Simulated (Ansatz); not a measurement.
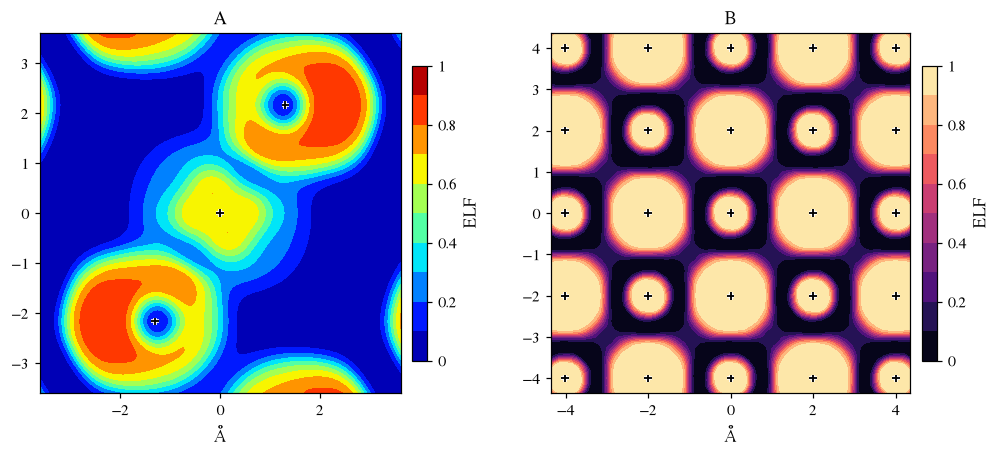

The ELF of 2 systems, each on a plane through atoms (crosses mark nuclei in the plane).

Theory: DFT PBE, scalar-relativistic, plane waves, PAW in Ansatz.

System 1: LiH, the (001) plane of the conventional cell. Space group Fm-3m; started from the random prototype, which need not be the ambient phase.

```
Li H
1.0
     4.00562    0.00000    0.00000
     0.00000    4.00562    0.00000
     0.00000    0.00000    4.00562
Li H
4 4
Direct
  0.50000 0.00000 0.00000
  0.00000 0.50000 0.00000
  0.00000 0.00000 0.50000
  0.50000 0.50000 0.50000
  0.00000 0.00000 0.00000
  0.50000 0.50000 0.00000
  0.50000 0.00000 0.50000
  0.00000 0.50000 0.50000
```

System 2: PtSe2, the (110) plane of the conventional cell. Space group P-3m1.

Question: Match each panel to its system.

Answer: Panel A is system 2, PtSe2: the plane holds Pt and Se. Pt–Se (2.53 Å): the ELF is about 0.50 at the midpoint. Panel B is system 1, LiH: the plane holds Li and H. Li–H (2.00 Å): the ELF climbs to about 1 towards the hydrogen; an ionic contact to a hydride ion.
